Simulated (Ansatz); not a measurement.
System: Ni.

```xyz
2
Lattice="2.7560 0.0000 0.0000 0.0000 2.7560 0.0000 0.0000 0.0000 2.7560" Properties=species:S:1:pos:R:3 pbc="T T T"
Ni    0.0000    0.0000    0.0000
Ni    1.3780    1.3780    1.3780
```

Space group Im-3m; set up as Ni, bcc; a generated structure, not necessarily the stable one; computed without spin polarisation.

Computed with DFT, r2SCAN, plane waves (500 eV) with PAW, scalar-relativistic (Ansatz).

> Predict the valence pseudo-density and electron localisation function between the atoms.

Ni–Ni (2.39 Å): the density is about 0.34 e/Å³ at the midpoint; the ELF is about 0.25 at the midpoint; no shared electron pair shows on this line.

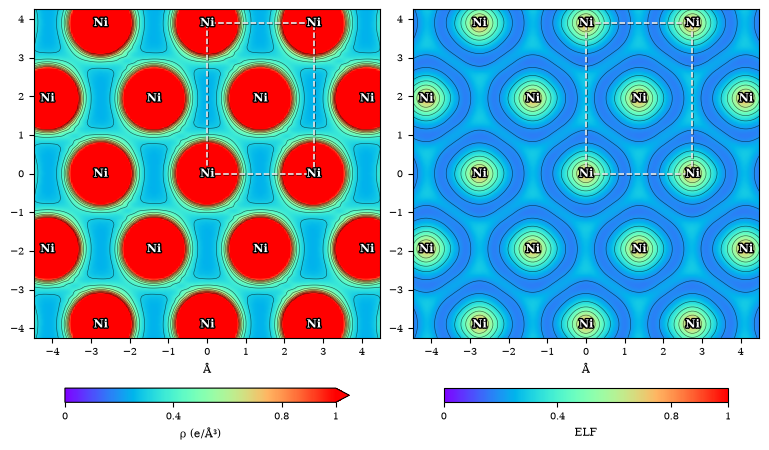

Computed valence pseudo-density and electron localisation function on the (011̄) plane of the conventional cell, in this order. 

The density is the valence pseudo-density of a PAW calculation; it isn't the true density close to the nuclei.
